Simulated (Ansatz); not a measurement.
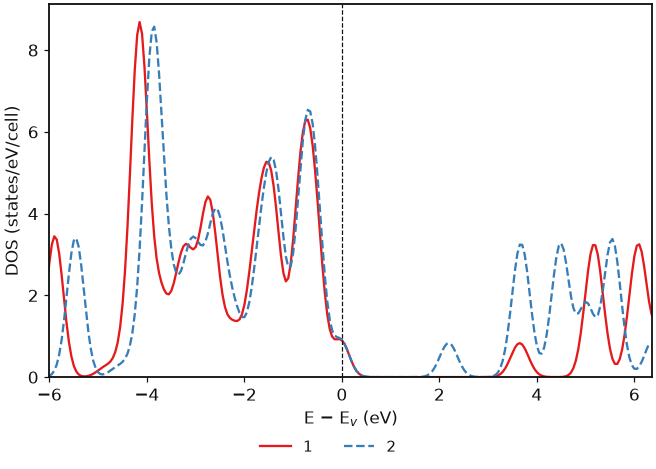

Total densities of states of KTaO₃, space group Pm-3m (No. 221), 5 atoms in the cell, cubic perovskite type, by two methods on the same cell. The curves are built from the levels of the k mesh with Gaussians 0.4 eV wide, which also blur the band edges. Each is counted from its own valence-band top.

### Which curve is which? The methods: HSE06, PBEsol.

1 is HSE06; 2 is PBEsol. HSE06 gives a gap of 3.57 eV and PBEsol gives a gap of 2.11 eV.

Settings. HSE06: DFT, HSE06, plane waves, PAW, no spin polarisation, 4×4×4 k mesh, 420 eV cutoff (Ansatz 0.2.0). PBEsol: DFT, PBEsol, plane waves, PAW, no spin polarisation, 4×4×4 k mesh, 420 eV cutoff (Ansatz).

Spin-orbit coupling is left out, which matters for Ta.
